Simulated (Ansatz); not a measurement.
Geometry relaxation of Al4Ni4H (part 2 of 2)

Al4Ni4H (slab, 9 atoms in the cell); DFT LDA, scalar-relativistic, plane waves, PAW, no spin polarisation (Ansatz 0.2.0); cutoff 420 eV, 10×7×1 k-mesh, Gaussian smearing of 0.1 eV. The structure derives from an entry of the Crystallography Open Database. The input holds or restrains some coordinates.

Geometry of the input (Å; fractional positions):
```
2.8326  0.0000  0.0000
0.0000  4.0059  0.0000
0.0000  0.0000  25.0089
Al 0.0000  0.5000  0.3399
Ni 0.5000  0.0000  0.3399
Al 0.0000  0.0000  0.4200
Ni 0.5000  0.5000  0.4200
Al 0.0000  0.5000  0.4998
Ni 0.5000  0.0000  0.4989
Al 0.0000  0.0000  0.5829
Ni 0.5000  0.5000  0.5749
H  0.5000  0.5000  0.6373
```

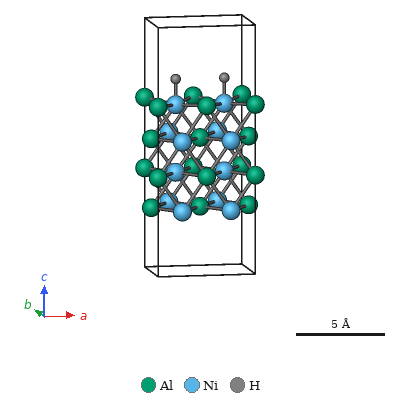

The geometry at step 3 of the log (ball-and-stick view of the 2 × 1 repeat of the cell, with the vacuum cut short, seen slightly off an axis).

```
WARN: The output density's exchange-correlation potential varies sharply where the density is thin. Do not read a vacuum level from v_tot or v_xc, or from such a field of the output density. On a cell that repeats whose density bears no net charge and no dipole along the vacuum's axis use v_es (v_loc + v_h of the components); under efield.dipole_correction with no amplitude use v_es + v_field, which holds any external_charges[].barrier, or the levels of the report's work_function block, which leave it out; under a non-zero efield.amplitude the vacuum is tilted and has no level; on a cell that repeats and bears such a dipole with no correction it is tilted too, and efield.dipole_correction with no amplitude gives each side of its ramp a level where efield: is served; in a cell that repeats whose density bears a net charge (total_charge, or a fill off its count) it is curved and has none; of a slab under crystal.periodic whose density bears no net charge use v_es, which has a level on each side, short of where the two are joined; of another it falls or rises all the way out and has none; of a slab beside external_charges read slab_vacuum_level instead, which it has where they leave it neutral. The grid or the basis barely resolves most such structure, and the values can differ between equally converged runs; as a rule a tighter scf.convergence.dr2_threshold does not remove it. Where the density itself ripples (under the LDA too) a higher basis.ecutwfc lessens it. The files hold the spikes' plane waves up to the density's cutoff. Files: v_tot_of_output_density and the like, and their columns of v_z.tsv (output.write_potential); v_xc_of_output_density and the like, and their columns of v_comp_z.tsv (output.write_potential_components). Measured: with its Gaussian average of σ = 0.25 Å subtracted twice, the exchange-correlation potential is over 0.1 eV at 61 of the grid points where the equally averaged density (valence and model cores) is under 1e-3 e/Å³, and 0.166 eV at the most among them, at an averaged density of 1.2e-5 e/Å³. The input density's (outcome.potential() and, of a run that writes arrays, v_tot and v_xc) is over 0.1 eV, so measured, at 1425 points of its own thin density, 0.202 eV at the most. See output.write_potential in the manual, Limitations
SCF converged after 7 iterations
Free energy (F): -25163.672693 eV
Harris-Foulkes:  -25163.672693 eV  (|F-HF|=3.20e-7)
Internal energy: -25163.652215 eV  (E = F + TS)
E sigma→0 (E₀):  -25163.662454 eV
Entropy (-TS):   -0.020478 eV (-2.275 meV/atom)
Fermi energy:    1.417703 eV
Dipole field:    D = 0.016927 V/Å  (p = 0.026547 e·Å, saw-weighted, corrected)
Work function:   Φ+ = 4.7216 eV   Φ− = 5.1450 eV
Levels:          The Fermi level and band energies are counted from a zero that moves with the ramp; work functions are not
--- Per-component energies (eV) ---
  E_band       = -2384.236235
  E_kinetic    = 1257.980497
  E_local      = -130093.120305  (includes V_loc(G=0)·N_el)
  E_nonlocal   = 2604.276446
  E_hartree    = 63277.890186
  E_xc         = -509.398032
  E_vxc        = -573.022689  (∫ρ·V_xc dr)
  E_paw        = -8035.892202  (= ΣΔE_a)
  E_vpaw       = -2137.135930  (= ΣTr[D̂ρ^β])
  E_aug_tail   = 0.000653  (compensation charges beyond the density's cutoff)
  E_efield     = 0.000225  (sawtooth field / dipole correction)
  E_vefield    = 0.969716  (∫n·V_field dr)
  E_ewald      = 46332.650970
  E_core_change = 1.959348  (= ΣΔE_core)
  E_smearing   = -0.020478  (= −TS)
  E_closure    = 0.000000  (closes the sum)
  Σ components = -25163.672693   (vs F -25163.672693, Δ=0.00e0)
--- Forces (eV/Å), atoms counted from 1 ---
  atom   1  Al     0.00000000     0.00000000    -0.54665336
  atom   2  Ni     0.00000000     0.00000000     0.69645968
  atom   3  Al     0.00000000     0.00000000    -0.32812527
  atom   4  Ni     0.00000000     0.00000000     0.19395983
  atom   5  Al     0.00000000     0.00000000    -0.00707443
  atom   6  Ni     0.00000000     0.00000000    -0.00861906
  atom   7  Al     0.00000000     0.00000000    -0.00774877
  atom   8  Ni     0.00000000     0.00000000     0.01058595
  atom   9  H      0.00000000     0.00000000    -0.00273794
  max |Σ_I F_I| component: 4.66e-5 eV/Å
--- Band table (eV; the first three rows and the last of 24) ---
  k-point 0: bands = ["-101.3494", "-101.1889", "-101.1049", "-100.7015", "-62.3468", "-62.1535", "-62.0424", "-62.0313", "-62.0230", "-62.0200", "-61.9649", "-61.9397", "-61.9390", "-61.6480", "-61.5527", "-61.4131", "-9.5245", "-8.1336", "-6.2240", "-4.3932", "-3.3824", "-2.2784", "-2.0387", "-2.0286", "-1.8897", "-1.8606", "-1.5862", "-1.5080", "-0.9071", "-0.7289", "-0.7198", "-0.7121", "-0.5525", "-0.5025", "-0.3357", "-0.3095", "-0.2777", "-0.2635", "-0.0207", "0.1254", "0.2354", "0.3641", "1.6164", "3.5391", "3.5544", "3.7785", "4.4366", "4.7604", "5.5530", "5.6851", "5.9244", "6.4243"]
  k-point 1: bands = ["-101.3494", "-101.1889", "-101.1049", "-100.7015", "-62.3468", "-62.1537", "-62.0423", "-62.0313", "-62.0231", "-62.0201", "-61.9650", "-61.9397", "-61.9390", "-61.6480", "-61.5527", "-61.4131", "-9.3316", "-7.9451", "-6.0453", "-4.3653", "-3.6100", "-2.8880", "-2.5139", "-2.1224", "-1.8630", "-1.6924", "-1.5487", "-1.2472", "-1.0102", "-0.7693", "-0.7473", "-0.7430", "-0.5535", "-0.5097", "-0.4916", "-0.3297", "-0.2923", "-0.2646", "-0.0210", "-0.0079", "0.2469", "0.5206", "1.0879", "2.2339", "3.7902", "4.3642", "4.8505", "5.4012", "5.7037", "6.0752", "6.4765", "6.6123"]
  k-point 2: bands = ["-101.3494", "-101.1889", "-101.1049", "-100.7015", "-62.3469", "-62.1540", "-62.0420", "-62.0311", "-62.0233", "-62.0205", "-61.9651", "-61.9396", "-61.9390", "-61.6481", "-61.5527", "-61.4131", "-8.7603", "-7.3880", "-5.5236", "-5.2126", "-4.0390", "-3.4944", "-2.8316", "-2.5050", "-1.8628", "-1.6463", "-1.5067", "-1.1818", "-1.1426", "-0.8427", "-0.8346", "-0.7989", "-0.6994", "-0.5900", "-0.5699", "-0.5249", "-0.2701", "-0.2576", "-0.2412", "-0.0153", "0.2694", "0.5944", "1.2677", "1.3148", "2.5891", "4.5449", "4.7745", "6.1690", "7.0017", "7.1211", "7.2747", "7.3150"]
  k-point 23: bands = ["-101.3476", "-101.1871", "-101.1030", "-100.6996", "-62.3446", "-62.1517", "-62.0586", "-62.0519", "-62.0392", "-62.0181", "-61.9678", "-61.9626", "-61.9371", "-61.6457", "-61.5806", "-61.4107", "-4.4404", "-4.0519", "-3.6933", "-3.6393", "-3.4060", "-2.9400", "-2.5909", "-1.9679", "-1.9303", "-1.5885", "-1.5296", "-1.2485", "-1.1400", "-1.1074", "-0.9608", "-0.8048", "-0.7559", "-0.4392", "-0.3829", "-0.2373", "-0.2310", "-0.1759", "0.1320", "0.3465", "0.5865", "0.6734", "0.7906", "0.9698", "1.2330", "3.4007", "3.5065", "4.0150", "4.0362", "5.1421", "5.4500", "5.6375"]
--- Relaxed structure (4 steps of the walk, 4 accepted, 0 SCFs on fresh bases) ---
  F+E_penalty+E_count = -25163.67269329 eV   max|allowed force component| = 1.059e-2 eV/Å
  atoms:
    - { symbol: Al, position: [0.0, 0.5, 0.3398791794] }
    - { symbol: Ni, position: [0.5, 0.0, 0.3398791794] }
    - { symbol: Al, position: [0.0, 0.0, 0.4199692026] }
    - { symbol: Ni, position: [0.5, 0.5, 0.4199692026] }
    - { symbol: Al, position: [0.0, 0.5, 0.4986832074134914] }
    - { symbol: Ni, position: [0.5, 0.0, 0.5017827022530821] }
    - { symbol: Al, position: [0.0, 0.0, 0.5836120048084312] }
    - { symbol: Ni, position: [0.5, 0.5, 0.5760102115751525] }
    - { symbol: H, position: [0.5, 0.5, 0.6354087440973515] }
```

### Trajectory as extended XYZ (Å, eV, eV/Å), 4 frames, from step=1 to step=4
```
9
Lattice="2.8326 0.0000 0.0000 0.0000 4.0059 0.0000 0.0000 0.0000 25.0089" Properties=species:S:1:pos:R:3:forces:R:3 step=1 energy=-25163.61930
Al    0.0000    2.0030    8.5000    0.0000   0.0000  -0.5383
Ni    1.4163    0.0000    8.5000    0.0000   0.0000   0.7013
Al    0.0000    0.0000   10.5030    0.0000   0.0000  -0.5305
Ni    1.4163    2.0030   10.5030    0.0000   0.0000   0.2592
Al    0.0000    2.0030   12.4995    0.0000   0.0000  -0.4370
Ni    1.4163    0.0000   12.4763    0.0000   0.0000   0.4018
Al    0.0000    0.0000   14.5775    0.0000   0.0000  -0.0446
Ni    1.4163    2.0030   14.3788    0.0000   0.0000   0.9917
H     1.4163    2.0030   15.9375    0.0000   0.0000  -0.8039
9
Lattice="2.8326 0.0000 0.0000 0.0000 4.0059 0.0000 0.0000 0.0000 25.0089" Properties=species:S:1:pos:R:3:forces:R:3 step=2 energy=-25163.65575
Al    0.0000    2.0030    8.5000    0.0000   0.0000  -0.5420
Ni    1.4163    0.0000    8.5000    0.0000   0.0000   0.7007
Al    0.0000    0.0000   10.5030    0.0000   0.0000  -0.4762
Ni    1.4163    2.0030   10.5030    0.0000   0.0000   0.2362
Al    0.0000    2.0030   12.4894    0.0000   0.0000  -0.3099
Ni    1.4163    0.0000   12.4945    0.0000   0.0000   0.2942
Al    0.0000    0.0000   14.5858    0.0000   0.0000  -0.0803
Ni    1.4163    2.0030   14.3838    0.0000   0.0000   0.5104
H     1.4163    2.0030   15.8976    0.0000   0.0000  -0.3343
9
Lattice="2.8326 0.0000 0.0000 0.0000 4.0059 0.0000 0.0000 0.0000 25.0089" Properties=species:S:1:pos:R:3:forces:R:3 step=3 energy=-25163.67191
Al    0.0000    2.0030    8.5000    0.0000   0.0000  -0.5477
Ni    1.4163    0.0000    8.5000    0.0000   0.0000   0.6964
Al    0.0000    0.0000   10.5030    0.0000   0.0000  -0.3776
Ni    1.4163    2.0030   10.5030    0.0000   0.0000   0.1948
Al    0.0000    2.0030   12.4727    0.0000   0.0000  -0.0220
Ni    1.4163    0.0000   12.5315    0.0000   0.0000   0.0798
Al    0.0000    0.0000   14.5880    0.0000   0.0000  -0.0037
Ni    1.4163    2.0030   14.4069    0.0000   0.0000  -0.0795
H     1.4163    2.0030   15.8870    0.0000   0.0000   0.0592
9
Lattice="2.8326 0.0000 0.0000 0.0000 4.0059 0.0000 0.0000 0.0000 25.0089" Properties=species:S:1:pos:R:3:forces:R:3 step=4 energy=-25163.67269
Al    0.0000    2.0030    8.5000    0.0000   0.0000  -0.5467
Ni    1.4163    0.0000    8.5000    0.0000   0.0000   0.6965
Al    0.0000    0.0000   10.5030    0.0000   0.0000  -0.3281
Ni    1.4163    2.0030   10.5030    0.0000   0.0000   0.1940
Al    0.0000    2.0030   12.4715    0.0000   0.0000  -0.0071
Ni    1.4163    0.0000   12.5490    0.0000   0.0000  -0.0086
Al    0.0000    0.0000   14.5955    0.0000   0.0000  -0.0077
Ni    1.4163    2.0030   14.4054    0.0000   0.0000   0.0106
H     1.4163    2.0030   15.8909    0.0000   0.0000  -0.0027
```

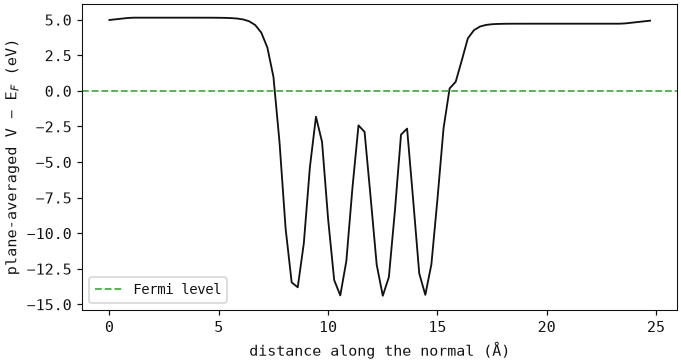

Plane average of the electrostatic potential energy of an electron across the cell, from the Fermi level. The vacuum level lies 4.72 eV above the Fermi level on the upper side and 5.14 eV on the lower.

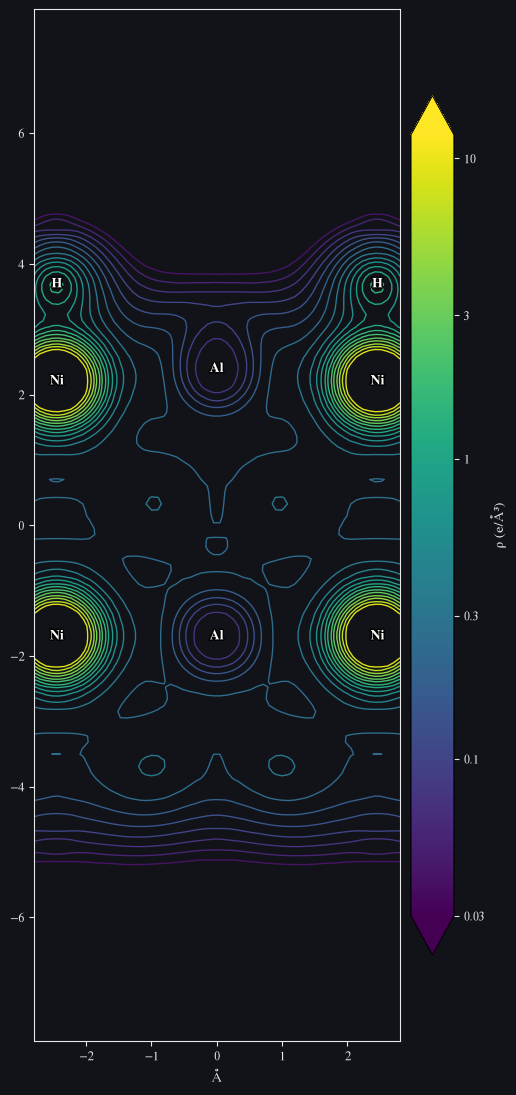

Valence pseudo-density on the (11̄0) plane of the calculation cell, a cut from vacuum to vacuum. Atoms in the plane: Al, Ni and H. Ni–H (1.49 Å): ρ at the midpoint is about 1.6 e/Å³, with its minimum of 0.88 e/Å³ about 1.0 Å from Ni. Al–Ni (2.45 Å): ρ is about 0.32 e/Å³ halfway. The density dies away to nearly zero in the vacuum. The fields are those of the smooth PAW valence density.

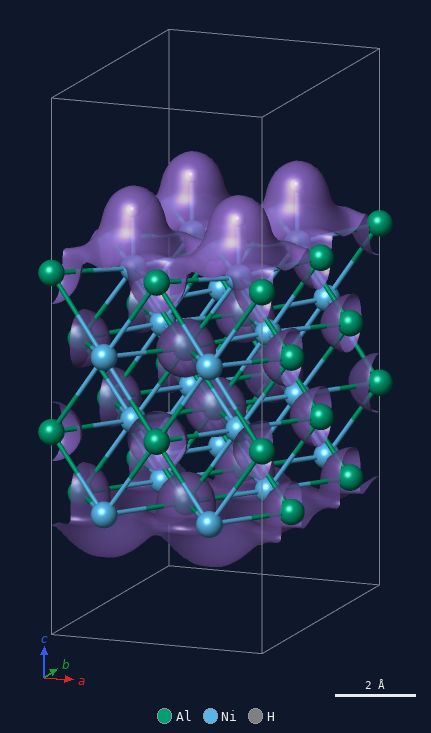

Isosurface of the valence charge density (pseudo) at 0.2 e/Å³ (purple), seen slightly off an axis. Sticks mark near contacts. At this value the density is joined into sheets; it holds about 95 % of the electrons treated as valence (semicore included). On the grid the lowest density along these lines, outside the cores, is 0.88 e/Å³ (Ni–H, 1.49 Å), 0.29 e/Å³ (Al–Ni, 2.40 Å) and 0.26 e/Å³ (Al–Ni, 2.45 Å).

### Summary

| quantity | value |
| --- | --- |
| outcome | converged under the restraints of the input |
| electrons treated | 85 |
| free energy | −25163.6727 eV |
| work function, top face | 4.72 eV |
| work function, bottom face | 5.14 eV |
| Fermi energy | 1.418 eV |
| gap on the k-point mesh | none (metallic) |
| final volume | 283.78 Å³ |
| work function (upper face) | 4.72 eV |
| largest force (length of the vector) at the end, held atoms and coordinates included | 0.696 eV/Å |
| wall time | 2.7 min |
| peak memory | 0.56 GiB |

### Notes

Warnings of the run: the exchange-correlation potential is rough where the density is thin. The run has no spin polarisation, so a magnetic state may lie lower.
